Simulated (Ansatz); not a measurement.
Consider Au.

```xyz
4
Lattice="2.0419 2.0419 4.0839 2.0419 -2.0419 0.0000 2.0419 2.0419 -4.0839" Properties=species:S:1:pos:R:3 pbc="T T T"
Au    3.0874    1.0455    2.0909
Au    1.0455    1.0455    0.0490
Au    3.0384    3.0384   -0.0490
Au    3.0384    0.9965   -2.0909
```

Space group C2/m.

Method: Ansatz, DFT PBEsol, scalar-relativistic, plane waves, PAW.

### What can the converged valence pseudo-density and electron localisation function tell about the bonding?

Au–Au (2.89 Å): ρ is about 0.29 e/Å³ halfway; the ELF is about 0.20 at the midpoint (no shared electron pair shows on this line).

### Does the calculation give a band gap?

It is metallic or semimetallic at this level of theory: no gap opens.

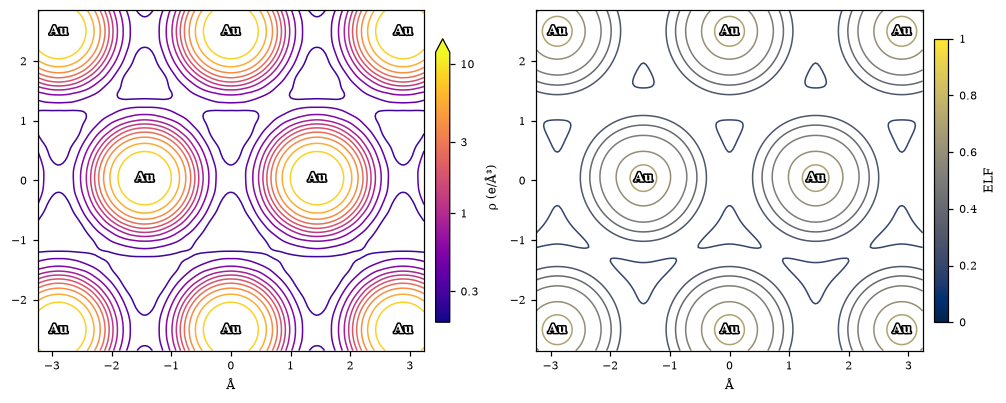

Computed valence pseudo-density and electron localisation function on the (100) plane of the conventional cell, in this order. 

Core electrons are frozen (PAW), and the valence fields are smoothed inside the atomic spheres.
